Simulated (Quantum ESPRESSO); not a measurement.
## Band-structure run, with input and output: TaS$_{2}$ (part 2 of 2)

Continued. System: TaS$_{2}$ (P-3m1, 3 atoms in the cell). Method: Kohn-Sham DFT of a periodic cell, RPBE, PseudoDojo 0.4.1 SR PBE standard, no spin polarisation (Quantum ESPRESSO 7.5); cutoff 789.13 eV, 9×9×5 k-mesh, fermi-dirac of 0.05 eV. The structure derives from an entry of the Crystallography Open Database.

Geometry of the input (Å; fractional positions):
```
3.3500  0.0000  0.0000
-1.6750  2.9012  0.0000
0.0000  0.0000  5.8600
Ta 0.0000  0.0000  0.0000
S  0.6667  0.3333  0.7500
S  0.3333  0.6667  0.2500
```

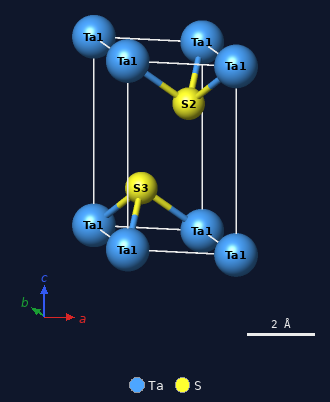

*The structure (ball-and-stick view of the cell of the calculation, seen slightly off an axis; atoms are numbered from 1 in the order of the input).*

**What the program printed, continued**
```
   -58.1677 -24.6106 -24.5768 -24.5768  -4.4425  -2.3810   3.7686   6.4510
     6.4510   9.3396   9.8811   9.8811  10.7866  10.7866  11.0524  14.8063
    14.8063  15.9345  16.4169

          k = 0.0000 0.0000 0.1143 (  2889 PWs)   bands (ev):

   -58.1677 -24.6106 -24.5768 -24.5768  -4.3662  -2.5375   4.1028   6.4608
     6.4608   8.5457   9.8337   9.8337  10.7770  10.7770  11.5204  14.9410
    14.9410  15.9473  16.9087

          k = 0.0000 0.0000 0.2287 (  2865 PWs)   bands (ev):

   -58.1677 -24.6107 -24.5768 -24.5768  -4.2148  -2.8096   4.8119   6.4768
     6.4768   7.4187   9.7594   9.7594  10.7610  10.7610  11.9269  15.1715
    15.1715  16.1294  17.7244

          k = 0.0000 0.1283 0.0000 (  2877 PWs)   bands (ev):

   -58.1662 -24.6127 -24.6036 -24.5850  -4.2516  -2.3909   3.9962   6.1583
     6.5499   8.6390   9.2470   9.4468  10.7854  11.4630  11.5092  14.4644
    14.7869  16.9003  17.1679

          k = 0.0000 0.1283 0.1143 (  2888 PWs)   bands (ev):

   -58.1662 -24.6127 -24.6036 -24.5850  -4.1778  -2.5301   4.2855   6.1394
     6.5414   8.4994   8.8917   9.2712  10.8325  11.4626  11.9564  14.6111
    14.7158  16.7598  17.6742

          k = 0.0000 0.1283 0.2287 (  2867 PWs)   bands (ev):

   -58.1662 -24.6127 -24.6037 -24.5850  -4.0257  -2.7852   4.9641   5.9251
     6.5602   8.0073   8.5208   9.1987  10.8764  11.4518  12.3909  14.6594
    14.9356  16.9189  18.1982

          k = 0.0000 0.2566 0.0000 (  2877 PWs)   bands (ev):

   -58.1623 -24.7022 -24.6055 -24.5861  -3.7347  -2.4125   4.6005   5.7364
     6.7275   6.8242   8.5988   9.1023  10.4144  12.1938  12.2071  14.8357
    15.0001  17.8169  18.3788

          k = 0.0000 0.2566 0.1143 (  2875 PWs)   bands (ev):

   -58.1623 -24.7022 -24.6055 -24.5861  -3.6814  -2.4895   4.6232   5.8751
     6.6829   6.6880   8.6788   9.1040  10.2969  12.2522  12.6852  14.5664
    14.7547  17.4029  17.9900

          k = 0.0000 0.2566 0.2287 (  2857 PWs)   bands (ev):

   -58.1623 -24.7022 -24.6055 -24.5862  -3.5340  -2.6982   4.9326   5.7684
     6.6929   6.8075   8.5483   8.6470  10.4201  12.2929  13.0565  14.2742
    14.8097  17.4270  17.8442

          k = 0.0000 0.3849 0.0000 (  2869 PWs)   bands (ev):

   -58.1580 -24.8021 -24.6287 -24.5661  -3.0982  -2.3851   4.7602   5.5929
     5.9302   6.7325   8.1226   8.3847  10.1045  12.7294  12.9882  15.4990
    15.7525  17.2577  17.6341

          k = 0.0000 0.3849 0.1143 (  2862 PWs)   bands (ev):

   -58.1580 -24.8021 -24.6287 -24.5661  -3.1246  -2.3373   4.5296   5.3269
     6.3009   6.6687   8.5087   8.6082   9.8622  12.7550  13.3632  15.1212
    15.1839  16.6175  16.9845

          k = 0.0000 0.3849 0.2287 (  2861 PWs)   bands (ev):

   -58.1580 -24.8021 -24.6286 -24.5661  -3.0477  -2.4308   4.5020   5.2471
     6.5984   6.6339   8.5096   8.5643   9.8183  12.8207  13.3217  15.0147
    15.0918  16.5651  16.7010

          k = 0.0000 0.5132 0.0000 (  2866 PWs)   bands (ev):

   -58.1551 -24.8662 -24.6437 -24.5529  -2.7875  -2.1567   3.8788   5.8753
     6.3305   6.6252   7.3246   8.4148   9.9526  13.1486  13.6737  15.4009
    15.8654  16.5472  17.9328

          k = 0.0000 0.5132 0.1143 (  2868 PWs)   bands (ev):

   -58.1551 -24.8662 -24.6437 -24.5530  -2.8540  -2.0597   3.8075   5.4411
     6.5217   6.5683   7.9080   8.5308   9.8036  13.1411  13.6947  15.3692
    15.5700  16.2195  17.0475

          k = 0.0000 0.5132 0.2287 (  2858 PWs)   bands (ev):

   -58.1551 -24.8662 -24.6437 -24.5530  -2.8805  -2.0172   3.7669   5.3159
     6.5058   6.5073   8.4116   8.6620   9.5582  13.1528  13.6342  15.2541
    15.4675  16.1490  16.6069

          k = 0.1111 0.1925 0.0000 (  2861 PWs)   bands (ev):

   -58.1635 -24.6720 -24.6030 -24.5910  -3.8957  -2.4078   4.4259   5.8280
     6.6065   7.5710   8.3178   9.3407  10.8816  11.6073  12.2504  14.5321
    14.8632  18.1452  18.1504

          k = 0.1111 0.1925 0.1143 (  2879 PWs)   bands (ev):

   -58.1635 -24.6720 -24.6030 -24.5910  -3.8232  -2.5255   4.6410   5.8036
     6.5893   7.5543   8.2988   8.9934  11.0266  11.5479  12.5142  14.5115
    14.7986  18.0522  18.3422

          k = 0.1111 0.1925 0.2287 (  2873 PWs)   bands (ev):

   -58.1635 -24.6720 -24.6030 -24.5911  -3.6725  -2.7466   5.1261   5.6319
     6.5689   7.5969   8.1927   8.5015  11.1856  11.5122  12.9417  14.4280
    14.6665  18.1207  18.4210

          k = 0.1111 0.3208 0.0000 (  2871 PWs)   bands (ev):

   -58.1594 -24.7592 -24.6320 -24.5725  -3.2960  -2.4214   5.0892   5.5962
     5.8825   6.8455   7.7320   8.6996  10.7473  12.0612  13.0486  14.5027
    15.9720  18.0969  18.6716

          k = 0.1111 0.3208 0.1143 (  2866 PWs)   bands (ev):

   -58.1594 -24.7591 -24.6320 -24.5725  -3.2630  -2.4580   4.8525   5.6934
     6.0283   6.7984   7.8346   8.8353  10.5692  12.2016  13.2696  14.3134
    15.4669  17.5085  18.1844

          k = 0.1111 0.3208 0.2287 (  2865 PWs)   bands (ev):

   -58.1594 -24.7591 -24.6320 -24.5726  -3.1332  -2.6169   4.8572   5.5328
     6.3808   6.8581   7.8225   8.5789  10.6861  12.0848  13.4206  14.3638
    15.0310  17.5135  18.0472

          k = 0.1111 0.4491 0.0000 (  2869 PWs)   bands (ev):

   -58.1558 -24.8341 -24.6580 -24.5560  -2.7792  -2.3117   4.4119   5.5907
     6.2289   6.5787   7.5680   7.8283  10.7014  12.6499  13.5606  14.8825
    16.0965  17.5951  17.7317

          k = 0.1111 0.4491 0.1143 (  2860 PWs)   bands (ev):

   -58.1558 -24.8341 -24.6580 -24.5561  -2.8446  -2.2218   4.3049   5.2422
     6.4626   6.6293   7.6810   8.2078  10.4459  12.7921  13.5850  14.6796
    15.7394  17.0732  17.4259

          k = 0.1111 0.4491 0.2287 (  2862 PWs)   bands (ev):

   -58.1558 -24.8341 -24.6580 -24.5561  -2.8320  -2.2329   4.2593   5.1472
     6.4759   6.7737   7.7645   8.3212  10.3135  12.6814  13.5045  14.7097
    15.8510  16.7590  17.1435

          k = 0.1111 0.5774 0.0000 (  2856 PWs)   bands (ev):

   -58.1543 -24.8634 -24.6682 -24.5495  -2.6773  -2.1170   3.9059   5.7435
     6.3307   6.7234   7.4309   7.5104  10.6831  13.1060  13.5284  15.2816
    15.4245  17.2320  17.8906

          k = 0.1111 0.5774 0.1143 (  2865 PWs)   bands (ev):

   -58.1543 -24.8634 -24.6682 -24.5495  -2.7112  -2.0720   3.8914   5.5574
     6.3868   6.6583   7.6210   7.6922  10.5490  13.0845  13.5231  15.0987
    15.5472  17.0880  17.8031

          k = 0.1111 0.5774 0.2287 (  2865 PWs)   bands (ev):

   -58.1543 -24.8634 -24.6682 -24.5496  -2.7580  -2.0068   3.8551   5.4050
     6.3832   6.5338   7.7886   8.1697  10.2560  13.0740  13.5078  14.8750
    15.8277  16.6994  17.5108

          k = 0.2222 0.3849 0.0000 (  2876 PWs)   bands (ev):

   -58.1560 -24.8066 -24.6788 -24.5573  -2.7321  -2.4179   5.0035   5.4612
     5.9032   6.6358   6.8891   8.1823  11.2924  12.2379  13.5383  14.3024
    16.6168  17.2729  18.8965

          k = 0.2222 0.3849 0.1143 (  2865 PWs)   bands (ev):

   -58.1560 -24.8066 -24.6788 -24.5573  -2.7032  -2.4469   4.9538   5.2103
     6.2583   6.6729   6.9198   8.1592  11.2827  12.0653  13.5195  14.3799
    16.2787  17.9443  18.1077

          k = 0.2222 0.3849 0.2287 (  2864 PWs)   bands (ev):

   -58.1560 -24.8066 -24.6788 -24.5573  -2.6306  -2.5195   4.8808   4.9992
     6.6512   6.7612   6.9445   8.1004  11.3678  11.6935  13.4704  14.5127
    15.9842  17.8146  18.7446

          k = 0.2222 0.5132 0.0000 (  2865 PWs)   bands (ev):

   -58.1538 -24.8288 -24.7178 -24.5474  -2.4695  -2.2434   4.4601   5.3722
     6.1079   6.6523   6.8152   7.6572  11.5659  12.7217  13.2564  14.6334
    15.7279  16.9582  18.7354

          k = 0.2222 0.5132 0.1143 (  2862 PWs)   bands (ev):

   -58.1538 -24.8288 -24.7178 -24.5474  -2.5204  -2.1865   4.4490   5.2414
     6.1487   6.7237   6.9026   7.7154  11.3304  12.7042  13.2422  14.6301
    15.8065  17.5609  18.4744

          k = 0.2222 0.5132 0.2287 (  2869 PWs)   bands (ev):

   -58.1538 -24.8287 -24.7178 -24.5474  -2.5432  -2.1622   4.4510   5.1624
     6.1887   6.7352   7.0222   7.7608  11.1332  12.4191  13.2267  14.7790
    16.2801  17.8160  18.1620

          k = 0.3333 0.5774 0.0000 (  2832 PWs)   bands (ev):

   -58.1531 -24.7841 -24.7841 -24.5439  -2.2781  -2.2781   4.9293   5.2233
     5.2233   6.8979   6.8979   7.5059  11.9357  12.8734  12.8734  14.9704
    14.9704  16.6191  20.2239

          k = 0.3333 0.5774 0.1143 (  2844 PWs)   bands (ev):

   -58.1531 -24.7841 -24.7841 -24.5440  -2.2801  -2.2801   5.0218   5.1936
     5.1936   6.9850   6.9850   7.3211  11.9656  12.6224  12.6224  15.2802
    15.2802  17.0163  19.8070

          k = 0.3333 0.5774 0.2287 (  2859 PWs)   bands (ev):

   -58.1531 -24.7841 -24.7841 -24.5440  -2.2833  -2.2833   5.1499   5.1499
     5.2033   6.9995   7.1267   7.1267  12.0085  12.2852  12.2852  15.7489
    15.7489  18.0089  19.2788

          k = 0.0000 0.1283-0.1143 (  2888 PWs)   bands (ev):

   -58.1662 -24.6127 -24.6036 -24.5850  -4.1745  -2.5370   4.3113   6.1004
     6.5745   8.6475   8.8026   9.1597  10.8866  11.4545  11.8356  14.3979
    15.0544  16.9090  17.5555

          k = 0.0000 0.1283-0.2287 (  2867 PWs)   bands (ev):

   -58.1662 -24.6127 -24.6037 -24.5850  -4.0229  -2.7901   4.9948   5.8923
     6.5811   7.9774   8.5880   9.1307  10.8859  11.4475  12.3361  14.5038
    15.1535  16.9987  18.1463

          k = 0.0000 0.2566-0.1143 (  2875 PWs)   bands (ev):

   -58.1623 -24.7022 -24.6055 -24.5861  -3.6482  -2.5468   4.9094   5.5858
     6.7593   6.9415   8.5168   8.6320  10.5407  12.2007  12.2207  14.7729
    15.2224  18.1480  18.5302

          k = 0.0000 0.2566-0.2287 (  2857 PWs)   bands (ev):

   -58.1623 -24.7022 -24.6055 -24.5862  -3.5028  -2.7436   5.1848   5.5518
     6.7364   6.9376   8.3020   8.5480  10.5043  12.2691  12.6721  14.4793
    15.1026  17.9052  18.3369

          k = 0.0000 0.3849-0.1143 (  2862 PWs)   bands (ev):

   -58.1580 -24.8021 -24.6287 -24.5661  -2.9831  -2.5295   4.8556   5.5888
     6.1302   6.7345   7.7503   8.3667  10.1703  12.7696  12.7735  15.5271
    16.1228  17.1828  18.0068

          k = 0.0000 0.3849-0.2287 (  2861 PWs)   bands (ev):

   -58.1580 -24.8021 -24.6286 -24.5661  -2.9328  -2.5769   4.6815   5.3546
     6.5999   6.6711   7.9180   8.4790  10.0306  12.8261  12.9370  15.2158
    15.6873  16.8335  17.3059

          k = 0.0000 0.5132-0.1143 (  2868 PWs)   bands (ev):

   -58.1551 -24.8662 -24.6437 -24.5530  -2.7760  -2.1714   3.8965   5.8238
     6.3678   6.5905   7.3591   8.4785   9.9273  13.1640  13.5746  15.4535
    15.6806  16.8495  17.7618

          k = 0.0000 0.5132-0.2287 (  2858 PWs)   bands (ev):

   -58.1551 -24.8662 -24.6437 -24.5530  -2.8396  -2.0793   3.8232   5.4811
     6.4273   6.5180   8.0499   8.6301   9.7093  13.1685  13.5616  15.3116
    15.4991  16.4491  17.2270

          k =-0.1111 0.3208-0.1143 (  2866 PWs)   bands (ev):

   -58.1594 -24.7591 -24.6320 -24.5725  -3.2092  -2.5351   5.2217   5.4839
     6.0158   6.9490   7.6621   8.4271  10.9635  11.7824  13.1165  14.6345
    15.7935  18.4409  18.6086

          k =-0.1111 0.3208-0.2287 (  2865 PWs)   bands (ev):

   -58.1594 -24.7591 -24.6320 -24.5726  -3.0755  -2.6888   5.0077   5.5187
     6.3306   6.9726   7.7125   8.3259  10.9084  11.8433  13.2913  14.5450
    15.2409  18.0590  18.3110

          k =-0.1111 0.4491-0.1143 (  2860 PWs)   bands (ev):

   -58.1558 -24.8341 -24.6580 -24.5561  -2.6993  -2.4051   4.4368   5.6107
     6.3540   6.5659   7.5158   7.7154  10.7649  12.4475  13.5154  14.9509
    16.6341  17.0786  17.8351

          k =-0.1111 0.4491-0.2287 (  2862 PWs)   bands (ev):

   -58.1558 -24.8341 -24.6580 -24.5561  -2.7514  -2.3371   4.3396   5.3053
     6.4832   6.7406   7.6935   7.9340  10.5497  12.4722  13.4965  14.7943
    16.3710  16.9804  17.3140

          k =-0.2222 0.5132-0.1143 (  2862 PWs)   bands (ev):

   -58.1538 -24.8288 -24.7178 -24.5474  -2.4665  -2.2487   4.4713   5.3484
     6.0998   6.7145   6.8807   7.6000  11.5442  12.4074  13.2848  14.6948
    16.1811  17.0676  18.4563

          k =-0.2222 0.5132-0.2287 (  2869 PWs)   bands (ev):

   -58.1538 -24.8287 -24.7178 -24.5474  -2.5177  -2.1929   4.4602   5.2279
     6.1802   6.6644   7.0674   7.6753  11.2576  12.2723  13.2500  14.7743
    16.6920  17.2988  18.1230

     the Fermi energy is    10.7451 ev

!    total energy              =    -174.65180372 Ry
     estimated scf accuracy    <          4.7E-11 Ry
     smearing contrib. (-TS)   =      -0.00108412 Ry
     internal energy E=F+TS    =    -174.65071960 Ry

     The total energy is F=E-TS. E is the sum of the following terms:
     one-electron contribution =     -61.85539744 Ry
     hartree contribution      =      40.45480612 Ry
     xc contribution           =     -42.54574206 Ry
     ewald contribution        =    -110.70438622 Ry

     convergence has been achieved in  10 iterations

     Forces acting on atoms (cartesian axes, Ry/au):

     atom    1 type  1   force =     0.00000000   -0.00000000    0.00000000
     atom    2 type  2   force =    -0.00000000   -0.00000000   -0.04894556
     atom    3 type  2   force =    -0.00000000   -0.00000000    0.04894556

     Total force =     0.069219     Total SCF correction =     0.000011

     Computing stress (Cartesian axis) and pressure

          total   stress  (Ry/bohr**3)                   (kbar)     P=      114.52
   0.00066684  -0.00000000  -0.00000000           98.10       -0.00       -0.00
  -0.00000000   0.00066684  -0.00000000           -0.00       98.10       -0.00
  -0.00000000  -0.00000000   0.00100169           -0.00       -0.00      147.35

=------------------------------------------------------------------------------=
   JOB DONE.
=------------------------------------------------------------------------------=
```

**Results in brief**

```csv
quantity,value
outcome,converged
space group (tolerance 0.01 Å),P-3m1 (164)
electrons treated,25
free energy,−2376.2588 eV
Fermi energy,10.745 eV
gap on the k-point mesh,none (metallic)
pressure,11.45 GPa
largest force (length of the vector),1.258 eV/Å
hardware,"1 thread of Arm Neoverse V2, 24 GiB of memory available, shared host"
wall time,63 s
peak memory,0.1 GiB
```

**Remarks**

The record of the run, not the program, notes: potentials made for another functional. Points of doubt noted for this run: potentials made for another functional. Spin–orbit coupling is left out, which matters for Ta. The cell holds an odd number of electrons but the run has no spin polarisation, so it comes out as a metal. The cell is under a pressure of 11.5 GPa at this level, so it is not at its equilibrium volume.
